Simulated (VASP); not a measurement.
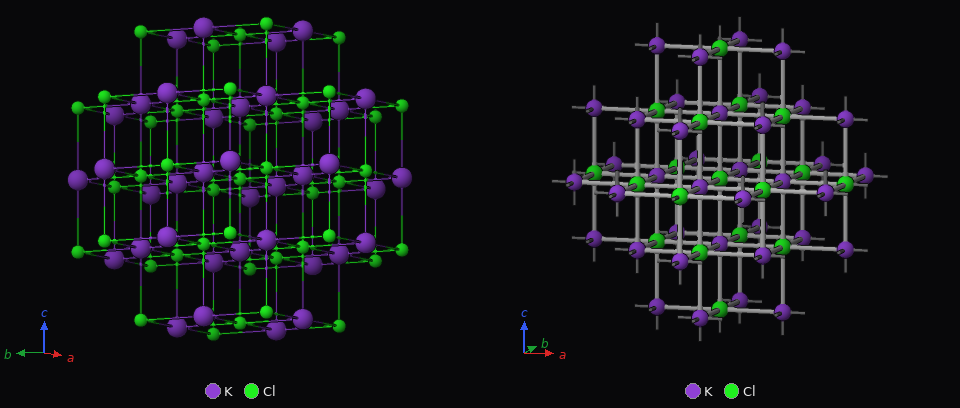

Left: the structure. Right: its underlying net. Nodes are coloured by element. Edges to nodes outside the piece are drawn as stubs.

KCl (space group Fm-3m, No. 225). Coordinates: the geometry relaxed with VASP Kohn-Sham DFT of a periodic cell, HSE03, VASP PAW PBE potentials, recommended (VASP).

Bonds are taken as Cl–K below 3.6 Å. The graph is simplified in the usual way: terminal and isolated atoms are pruned, two-connected atoms become edges.

The result is a uninodal 6-connected, three-periodic net: K and Cl are 6-connected nodes. It is the pcu net, known from NaCl, ReO3 and the B-X framework of perovskite. It is a single net, without interpenetration.

| node | links | point symbol | coordination sequence |
| --- | --- | --- | --- |
| K and Cl | 6 | 4^12.6^3 | 6 18 38 66 102 146 198 258 |
